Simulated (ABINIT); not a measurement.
# NbP: geometry relaxation (part 2 of 4)

The same run, continued: NbP (I4₁md, 4 atoms in the cell); Kohn-Sham DFT of a periodic cell, LDA, JTH PAW LDA v2.0, no spin polarisation (ABINIT 10.8.3); cutoff 544.23 eV, 7×7×7 k-mesh, fermi-dirac of 0.05 eV. The structure derives from a Materials Project entry.

Geometry of the input (Å; fractional positions):
```
-1.6749  1.6749  5.7401
1.6749  -1.6749  5.7401
1.6749  1.6749  -5.7401
Nb 0.2499  0.7499  0.5000
Nb 0.4999  0.4999  -0.0000
P  0.8327  0.3327  0.5000
P  0.0827  0.0827  0.0000
```

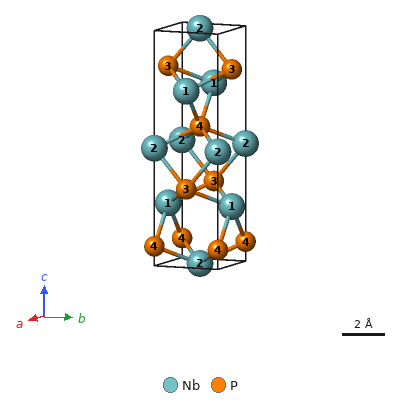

The starting structure (ball-and-stick view of the cell 2 times as large as that of the calculation, set on its symmetry axes, seen slightly off an axis; atoms are numbered from 1 in the order of the input). An atom can appear more than once, as a periodic image.

**What the program printed, continued**
```
---OUTPUT-----------------------------------------------------------------------

 Cartesian coordinates (xcart) [bohr]
  3.13489182348180E+00 -2.22044604925031E-16  5.37087410519715E+00
  1.48720896958133E-16 -2.58704773698766E-16  1.07438908209799E+01
  4.80231508180996E-17  3.13489182348180E+00  7.15101807761322E+00
 -2.66525671465657E-17  8.31075070207013E-18  1.77800136183049E+00
 Reduced coordinates (xred)
  2.49900306908627E-01  7.49900306908627E-01  5.00000000000000E-01
  4.99900306908627E-01  4.99900306908627E-01 -1.75418934581415E-17
  8.32728263091373E-01  3.32728263091374E-01  5.00000000000000E-01
  8.27282630913735E-02  8.27282630913735E-02 -2.92543052157444E-18
 Cartesian forces (fcart) [Ha/bohr]; max,rms= 5.06749E-04 2.92572E-04 (free atoms)
 -7.45051011401627E-20 -1.55820264076576E-19  5.06749409200412E-04
  6.38348778491377E-20 -1.74802850872751E-20  5.06749409200412E-04
  5.95452202697877E-20 -2.17699426666252E-20 -5.06749409200412E-04
 -4.88749969787628E-20  1.95070491830476E-19 -5.06749409200412E-04
 Gradient of E wrt nuclear positions in reduced coordinates (gred)
 -5.44554609269368E-03 -5.44554609269368E-03  5.44554609269368E-03
 -5.44554609269368E-03 -5.44554609269368E-03  5.44554609269368E-03
  5.44554609269368E-03  5.44554609269368E-03 -5.44554609269368E-03
  5.44554609269368E-03  5.44554609269368E-03 -5.44554609269368E-03
 Scale of Primitive Cell (acell) [bohr]
  1.16246431344015E+01  1.16246431344015E+01  1.16246431344015E+01
 Real space primitive translations (rprimd) [bohr]
 -3.13489182348180E+00  3.13489182348180E+00  1.07460334315655E+01
  3.13489182348180E+00 -3.13489182348180E+00  1.07460334315655E+01
  3.13489182348180E+00  3.13489182348180E+00 -1.07460334315655E+01
 Unitary Cell Volume (ucvol) [Bohr^3]=  4.22428583485291E+02
 Angles (23,13,12)= [degrees]
  1.48709977544840E+02  1.48709977544840E+02  4.48383799546913E+01
 Lengths [Bohr]
  1.16246431344015E+01  1.16246431344015E+01  1.16246431344015E+01
 Stress tensor in cartesian coordinates (strten) [Ha/bohr^3]
  1.30053253448927E-04  0.00000000000000E+00  0.00000000000000E+00
  0.00000000000000E+00  1.30053253448927E-04  0.00000000000000E+00
  0.00000000000000E+00  0.00000000000000E+00  1.53696792708319E-04
 Total energy (etotal) [Ha]= -1.29027571169901E+02

 Difference of energy with previous step (new-old):
           Absolute (Ha)=-2.80975E-03
           Relative     =-2.17766E-05

--- Iteration: ( 3/60) Internal Cycle: (1/1)
--------------------------------------------------------------------------------

---SELF-CONSISTENT-FIELD CONVERGENCE--------------------------------------------

--- !BeginCycle
iteration_state: {dtset: 1, itime: 3, icycle: 1, }
solver: {iscf: 17, nstep: 100, nline: 4, wfoptalg: 10, }
tolerances: {tolvrs: 1.00E-09, }
...

     iter   Etot(hartree)      deltaE(h)  residm     nres2
 ETOT  1  -129.03953344003    -1.290E+02 4.806E-01 1.321E+01
 ETOT  2  -129.02992117692     9.612E-03 2.792E-04 3.787E+00
 ETOT  3  -129.02813292264     1.788E-03 9.258E-05 1.747E-01
 ETOT  4  -129.02816988379    -3.696E-05 7.060E-05 3.003E-03
 ETOT  5  -129.02817053540    -6.516E-07 1.161E-04 1.304E-04
 ETOT  6  -129.02817049290     4.250E-08 4.005E-04 3.542E-06
 ETOT  7  -129.02817049212     7.757E-10 1.040E-05 2.185E-07
 ETOT  8  -129.02817049182     3.063E-10 3.189E-04 4.479E-08
 ETOT  9  -129.02817049178     3.783E-11 5.415E-06 5.239E-10

 At SCF step    9       nres2   =  5.24E-10 < tolvrs=  1.00E-09 =>converged.

 Cartesian components of stress tensor (hartree/bohr^3)
  sigma(1 1)= -2.23427054E-05  sigma(3 2)=  0.00000000E+00
  sigma(2 2)= -2.23427054E-05  sigma(3 1)=  0.00000000E+00
  sigma(3 3)=  1.74735269E-05  sigma(2 1)=  0.00000000E+00

--- !ResultsGS
iteration_state: {dtset: 1, itime: 3, icycle: 1, }
comment   : Summary of ground state results
lattice_vectors:
- [ -3.1139149,   3.1139149,  10.6611792, ]
- [  3.1139149,  -3.1139149,  10.6611792, ]
- [  3.1139149,   3.1139149, -10.6611792, ]
lattice_lengths: [  11.53489,   11.53489,   11.53489, ]
lattice_angles: [148.677, 148.677,  44.887, ] # degrees, (23, 13, 12)
lattice_volume:   4.1350304E+02
convergence: {deltae:  3.783E-11, res2:  5.239E-10, residm:  5.415E-06, diffor: null, }
etotal    :  -1.29028170E+02
entropy   :   0.00000000E+00
fermie    :   4.87738727E-01
cartesian_stress_tensor: # hartree/bohr^3
- [ -2.23427054E-05,   0.00000000E+00,   0.00000000E+00, ]
- [  0.00000000E+00,  -2.23427054E-05,   0.00000000E+00, ]
- [  0.00000000E+00,   0.00000000E+00,   1.74735269E-05, ]
pressure_GPa:   2.6687E-01
xred      :
- [  2.4994E-01,   7.4994E-01,   5.0000E-01, Nb]
- [  4.9994E-01,   4.9994E-01,  -1.7481E-17, Nb]
- [  8.3269E-01,   3.3269E-01,   5.0000E-01,  P]
- [  8.2688E-02,   8.2688E-02,  -2.8358E-18,  P]
cartesian_forces: # hartree/bohr
- [ -2.15627359E-19,  -1.61417251E-19,   6.24074491E-04, ]
- [ -7.63554512E-20,  -2.21453425E-20,   6.24074491E-04, ]
- [  2.54411623E-19,   9.17812967E-20,  -6.24074491E-04, ]
- [  3.75711881E-20,   9.17812967E-20,  -6.24074491E-04, ]
force_length_stats: {min:   6.24074491E-04, max:   6.24074491E-04, mean:   6.24074491E-04, }
...

 Integrated electronic density in atomic spheres:
 ------------------------------------------------
 Atom  Sphere_radius  Integrated_density
    1        2.22094         10.20906475
    2        2.22094         10.20947051
    3        1.60765          1.63794364
    4        1.60765          1.63866853

---OUTPUT-----------------------------------------------------------------------

 Cartesian coordinates (xcart) [bohr]
  3.11391489014478E+00 -1.33226762955019E-15  5.32932227662011E+00
  3.09233152177217E-16 -4.18103655084894E-16  1.06599118838439E+01
 -3.94901605313124E-16  3.11391489014478E+00  7.09369292383453E+00
  1.03634390051593E-17 -2.80243079900336E-17  1.76310331661074E+00
 Reduced coordinates (xred)
  2.49940563300823E-01  7.49940563300823E-01  5.00000000000000E-01
  4.99940563300823E-01  4.99940563300823E-01 -1.74812907141812E-17
  8.32688006699177E-01  3.32688006699177E-01  5.00000000000000E-01
  8.26880066991770E-02  8.26880066991770E-02 -2.83579828093073E-18
 Cartesian forces (fcart) [Ha/bohr]; max,rms= 6.24074E-04 3.60310E-04 (free atoms)
 -2.15627359453964E-19 -1.61417250829689E-19  6.24074490860516E-04
 -7.63554511668248E-20 -2.21453425425496E-20  6.24074490860516E-04
  2.54411622558945E-19  9.17812966861194E-20 -6.24074490860516E-04
  3.75711880618442E-20  9.17812966861194E-20 -6.24074490860516E-04
 Gradient of E wrt nuclear positions in reduced coordinates (gred)
 -6.65336999022909E-03 -6.65336999022909E-03  6.65336999022909E-03
 -6.65336999022909E-03 -6.65336999022909E-03  6.65336999022909E-03
  6.65336999022909E-03  6.65336999022909E-03 -6.65336999022909E-03
  6.65336999022909E-03  6.65336999022909E-03 -6.65336999022909E-03
 Scale of Primitive Cell (acell) [bohr]
  1.15348894285424E+01  1.15348894285424E+01  1.15348894285424E+01
 Real space primitive translations (rprimd) [bohr]
 -3.11391489014478E+00  3.11391489014478E+00  1.06611792144476E+01
  3.11391489014478E+00 -3.11391489014478E+00  1.06611792144476E+01
  3.11391489014478E+00  3.11391489014478E+00 -1.06611792144476E+01
 Unitary Cell Volume (ucvol) [Bohr^3]=  4.13503044663229E+02
 Angles (23,13,12)= [degrees]
  1.48676679255358E+02  1.48676679255358E+02  4.48874360803358E+01
 Lengths [Bohr]
  1.15348894285424E+01  1.15348894285424E+01  1.15348894285424E+01
 Stress tensor in cartesian coordinates (strten) [Ha/bohr^3]
 -2.23427054170666E-05  0.00000000000000E+00  0.00000000000000E+00
  0.00000000000000E+00 -2.23427054170632E-05  0.00000000000000E+00
  0.00000000000000E+00  0.00000000000000E+00  1.74735268508534E-05
 Total energy (etotal) [Ha]= -1.29028170491780E+02

 Difference of energy with previous step (new-old):
           Absolute (Ha)=-5.99322E-04
           Relative     =-4.64490E-06

--- Iteration: ( 4/60) Internal Cycle: (1/1)
--------------------------------------------------------------------------------

---SELF-CONSISTENT-FIELD CONVERGENCE--------------------------------------------

--- !BeginCycle
iteration_state: {dtset: 1, itime: 4, icycle: 1, }
solver: {iscf: 17, nstep: 100, nline: 4, wfoptalg: 10, }
tolerances: {tolvrs: 1.00E-09, }
...

     iter   Etot(hartree)      deltaE(h)  residm     nres2
 ETOT  1  -129.02821151080    -1.290E+02 4.877E-04 3.181E-02
 ETOT  2  -129.02818709293     2.442E-05 2.817E-06 5.892E-03
 ETOT  3  -129.02818458432     2.509E-06 4.649E-06 1.782E-04
 ETOT  4  -129.02818459989    -1.558E-08 9.105E-06 9.745E-06
 ETOT  5  -129.02818458742     1.247E-08 1.472E-06 5.803E-07
 ETOT  6  -129.02818458265     4.769E-09 5.923E-06 4.630E-08
 ETOT  7  -129.02818458108     1.573E-09 9.481E-07 2.884E-09
 ETOT  8  -129.02818458090     1.805E-10 3.722E-06 3.592E-11

 At SCF step    8       nres2   =  3.59E-11 < tolvrs=  1.00E-09 =>converged.

 Cartesian components of stress tensor (hartree/bohr^3)
  sigma(1 1)= -1.17571632E-05  sigma(3 2)=  0.00000000E+00
  sigma(2 2)= -1.17571632E-05  sigma(3 1)=  0.00000000E+00
  sigma(3 3)=  1.98183996E-05  sigma(2 1)=  0.00000000E+00

--- !ResultsGS
iteration_state: {dtset: 1, itime: 4, icycle: 1, }
comment   : Summary of ground state results
lattice_vectors:
- [ -3.1160376,   3.1160376,  10.6569420, ]
- [  3.1160376,  -3.1160376,  10.6569420, ]
- [  3.1160376,   3.1160376, -10.6569420, ]
lattice_lengths: [  11.53212,   11.53212,   11.53212, ]
lattice_angles: [148.647, 148.647,  44.931, ] # degrees, (23, 13, 12)
lattice_volume:   4.1390242E+02
convergence: {deltae:  1.805E-10, res2:  3.592E-11, residm:  3.722E-06, diffor: null, }
etotal    :  -1.29028185E+02
entropy   :   0.00000000E+00
fermie    :   4.87157919E-01
cartesian_stress_tensor: # hartree/bohr^3
- [ -1.17571632E-05,   0.00000000E+00,   0.00000000E+00, ]
- [  0.00000000E+00,  -1.17571632E-05,   0.00000000E+00, ]
- [  0.00000000E+00,   0.00000000E+00,   1.98183996E-05, ]
pressure_GPa:   3.6246E-02
xred      :
- [  2.4997E-01,   7.4997E-01,   5.0000E-01, Nb]
- [  4.9997E-01,   4.9997E-01,  -1.7405E-17, Nb]
- [  8.3266E-01,   3.3266E-01,   5.0000E-01,  P]
- [  8.2662E-02,   8.2662E-02,  -2.8322E-18,  P]
cartesian_forces: # hartree/bohr
- [  2.27938303E-19,   2.27938303E-19,   6.26278163E-04, ]
- [ -1.28079166E-19,  -1.28079166E-19,   6.26278163E-04, ]
- [  5.84906488E-20,   5.84906488E-20,  -6.26278163E-04, ]
- [ -1.58349786E-19,  -1.58349786E-19,  -6.26278163E-04, ]
force_length_stats: {min:   6.26278163E-04, max:   6.26278163E-04, mean:   6.26278163E-04, }
...

 Integrated electronic density in atomic spheres:
 ------------------------------------------------
 Atom  Sphere_radius  Integrated_density
    1        2.22094         10.20773731
    2        2.22094         10.20746138
    3        1.60765          1.63660207
    4        1.60765          1.63860475

---OUTPUT-----------------------------------------------------------------------

 Cartesian coordinates (xcart) [bohr]
  3.11603758887972E+00 -2.22044604925031E-16  5.32776565128669E+00
  4.60403113435569E-17 -1.54510376219052E-16  1.06562366322549E+01
  2.71114376011477E-16  3.11603758887972E+00  7.09031206042541E+00
 -2.61788894466921E-17  8.52846565146913E-18  1.76184107945717E+00
 Reduced coordinates (xred)
  2.49966907501041E-01  7.49966907501042E-01  5.00000000000000E-01
  4.99966907501041E-01  4.99966907501042E-01 -1.74051277915573E-17
  8.32661662498959E-01  3.32661662498959E-01  5.00000000000000E-01
  8.26616624989586E-02  8.26616624989586E-02 -2.83219044889132E-18
 Cartesian forces (fcart) [Ha/bohr]; max,rms= 6.26278E-04 3.61582E-04 (free atoms)
  2.27938302636363E-19  2.27938302636363E-19  6.26278163397190E-04
 -1.28079165713567E-19 -1.28079165713567E-19  6.26278163397190E-04
  5.84906487871525E-20  5.84906487871525E-20 -6.26278163397190E-04
 -1.58349785709948E-19 -1.58349785709948E-19 -6.26278163397190E-04
 Gradient of E wrt nuclear positions in reduced coordinates (gred)
 -6.67421003935204E-03 -6.67421003935204E-03  6.67421003935203E-03
 -6.67421003935203E-03 -6.67421003935203E-03  6.67421003935204E-03
  6.67421003935203E-03  6.67421003935203E-03 -6.67421003935203E-03
  6.67421003935203E-03  6.67421003935203E-03 -6.67421003935203E-03
 Scale of Primitive Cell (acell) [bohr]
  1.15321200345255E+01  1.15321200345255E+01  1.15321200345255E+01
 Real space primitive translations (rprimd) [bohr]
 -3.11603758887972E+00  3.11603758887972E+00  1.06569419619365E+01
  3.11603758887972E+00 -3.11603758887972E+00  1.06569419619365E+01
  3.11603758887972E+00  3.11603758887972E+00 -1.06569419619365E+01
 Unitary Cell Volume (ucvol) [Bohr^3]=  4.13902422076933E+02
 Angles (23,13,12)= [degrees]
  1.48647056887706E+02  1.48647056887706E+02  4.49310806503236E+01
 Lengths [Bohr]
  1.15321200345255E+01  1.15321200345255E+01  1.15321200345255E+01
 Stress tensor in cartesian coordinates (strten) [Ha/bohr^3]
 -1.17571632154510E-05  0.00000000000000E+00  0.00000000000000E+00
  0.00000000000000E+00 -1.17571632154466E-05  0.00000000000000E+00
  0.00000000000000E+00  0.00000000000000E+00  1.98183996257600E-05
 Total energy (etotal) [Ha]= -1.29028184580897E+02

 Difference of energy with previous step (new-old):
           Absolute (Ha)=-1.40891E-05
           Relative     =-1.09194E-07

--- Iteration: ( 5/60) Internal Cycle: (1/1)
--------------------------------------------------------------------------------

---SELF-CONSISTENT-FIELD CONVERGENCE--------------------------------------------

--- !BeginCycle
iteration_state: {dtset: 1, itime: 5, icycle: 1, }
solver: {iscf: 17, nstep: 100, nline: 4, wfoptalg: 10, }
tolerances: {tolvrs: 1.00E-09, }
...

     iter   Etot(hartree)      deltaE(h)  residm     nres2
 ETOT  1  -129.02829761954    -1.290E+02 7.514E-01 1.246E-01
 ETOT  2  -129.02821293736     8.468E-05 5.333E-04 5.779E-03
 ETOT  3  -129.02820988568     3.052E-06 2.741E-05 3.876E-04
 ETOT  4  -129.02820972543     1.603E-07 3.089E-05 4.257E-05
 ETOT  5  -129.02820967011     5.532E-08 3.909E-07 9.492E-07
 ETOT  6  -129.02820965679     1.332E-08 3.893E-07 1.337E-07
 ETOT  7  -129.02820965129     5.500E-09 2.159E-07 4.758E-09
 ETOT  8  -129.02820965033     9.577E-10 2.175E-07 1.386E-10

 At SCF step    8       nres2   =  1.39E-10 < tolvrs=  1.00E-09 =>converged.

 Cartesian components of stress tensor (hartree/bohr^3)
  sigma(1 1)=  5.32414627E-06  sigma(3 2)=  0.00000000E+00
  sigma(2 2)=  5.32414627E-06  sigma(3 1)=  0.00000000E+00
  sigma(3 3)=  1.06035477E-05  sigma(2 1)=  0.00000000E+00

--- !ResultsGS
iteration_state: {dtset: 1, itime: 5, icycle: 1, }
comment   : Summary of ground state results
lattice_vectors:
- [ -3.1209088,   3.1209088,  10.6314058, ]
- [  3.1209088,  -3.1209088,  10.6314058, ]
- [  3.1209088,   3.1209088, -10.6314058, ]
lattice_lengths: [  11.51117,   11.51117,   11.51117, ]
lattice_angles: [148.538, 148.538,  45.092, ] # degrees, (23, 13, 12)
lattice_volume:   4.1420262E+02
convergence: {deltae:  9.577E-10, res2:  1.386E-10, residm:  2.175E-07, diffor: null, }
etotal    :  -1.29028210E+02
entropy   :   0.00000000E+00
fermie    :   4.86680184E-01
cartesian_stress_tensor: # hartree/bohr^3
- [  5.32414627E-06,   0.00000000E+00,   0.00000000E+00, ]
- [  0.00000000E+00,   5.32414627E-06,   0.00000000E+00, ]
- [  0.00000000E+00,   0.00000000E+00,   1.06035477E-05, ]
pressure_GPa:  -2.0842E-01
xred      :
- [  2.5008E-01,   7.5008E-01,   5.0000E-01, Nb]
- [  5.0008E-01,   5.0008E-01,  -1.7459E-17, Nb]
- [  8.3255E-01,   3.3255E-01,   5.0000E-01,  P]
- [  8.2546E-02,   8.2546E-02,  -3.0881E-18,  P]
cartesian_forces: # hartree/bohr
- [ -2.10411331E-19,  -1.56201222E-19,   5.53067289E-04, ]
- [  1.75928492E-19,   1.32981658E-20,   5.53067289E-04, ]
- [ -5.22384818E-20,   1.97162682E-21,  -5.53067289E-04, ]
- [  8.67213207E-20,   1.40931429E-19,  -5.53067289E-04, ]
force_length_stats: {min:   5.53067289E-04, max:   5.53067289E-04, mean:   5.53067289E-04, }
...

 Integrated electronic density in atomic spheres:
 ------------------------------------------------
 Atom  Sphere_radius  Integrated_density
    1        2.22094         10.20781705
    2        2.22094         10.20675564
    3        1.60765          1.63474547
    4        1.60765          1.63515798

---OUTPUT-----------------------------------------------------------------------
```
